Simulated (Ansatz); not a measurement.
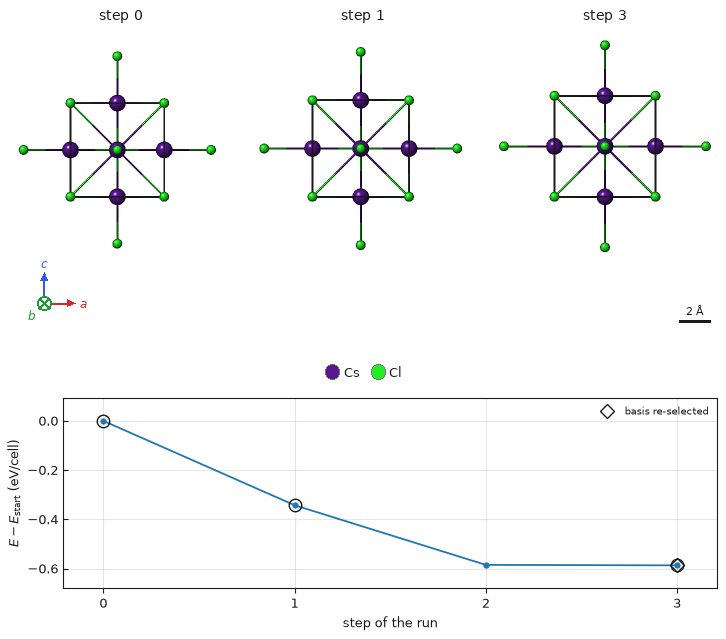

Frames of a relaxation of crystalline Cs3Cl2 (a generated structure, set up in Pm-3m) (coarse preliminary run), marked on the history of the run. Style: ball-and-stick. Shown: the cell of the calculation, along the b axis.

Method: DFT PBE, scalar-relativistic, plane waves, PAW (Ansatz). (plane-wave cutoff 420 eV; k-point mesh 4 × 4 × 4; occupations gaussian; smearing width 0.1 eV; no spin polarisation; cell and atoms relaxed; force threshold 0.04 eV/Å; at most 70 steps)

Q: What happens along the run?

A: The atoms keep their places relative to the cell (all moves are under 0.005 Å). Cell: a = b = c 6.185 → 6.665 Å (+7.8 %). Volume +25.1 %. Near-neighbour distances that change, for instance: Cl–Cs 4.374 → 4.713 Å, Cl–Cs 3.093 → 3.333 Å. The space group stays Pm-3m (No. 221). After 2 accepted moves (3 points after the start) the energy has fallen by 0.587 eV per cell of the calculation. All forces vanish by symmetry, so only the cell relaxes. The pressure goes from 3.21 to 0.40 GPa. The SCF was repeated once at an unchanged geometry on a basis and grid sized afresh for the cell, which shifted the energy by 1.9 meV per cell of the calculation at most. From step 0 to 1: volume +9.3 %, energy −0.342 eV per cell of the calculation. From step 1 to 3: volume +14.5 %, energy −0.244 eV per cell of the calculation.

| step | E − E(0), meV/atom | pressure, GPa | volume, Å³/atom | note |
| --- | --- | --- | --- | --- |
| 0 | 0.00 | 3.21 | 47.330 |  |
| 1 | -68.50 | 1.85 | 51.729 |  |
| 2 | -116.97 | 0.38 | 59.227 |  |
| 3 | -117.35 | 0.40 | 59.227 | same geometry, new basis |
